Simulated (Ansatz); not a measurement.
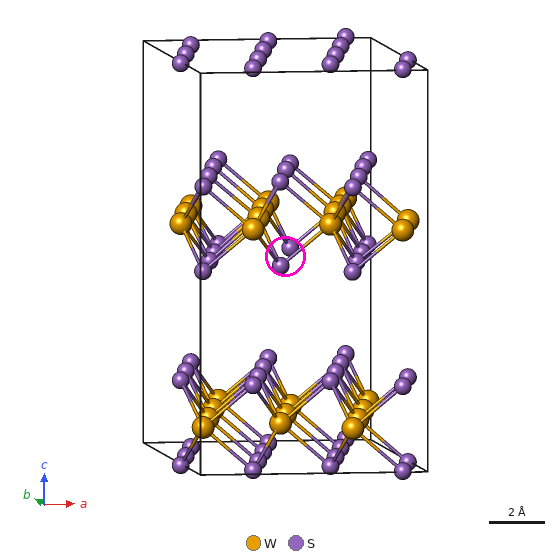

The image is a ball-and-stick drawing of a crystal, viewed slightly off an axis. The lines enclose the supercell; boundary atoms appear with their images. The host is WS$_{2}$, in a cell of 66 sites, and the cell carries a charge of -1. A ring marks the defect's site.

What kind of defect was put in?

A sulfur vacancy. Around the empty site lie three W at about 2.4 Å.

All computed values are from DFT PBE, scalar-relativistic, plane waves, PAW in Ansatz. Settings: a basis cut at 420 eV, k-points on a 2×2×2 grid, Gaussian smearing of 0.01 eV, collinear spins.

Does the cell have a net magnetic moment?

Yes, 1.0 μB in the cell.

The atoms were relaxed in the host's cell with DFT PBE, scalar-relativistic, plane waves, PAW in Ansatz 0.2.0.
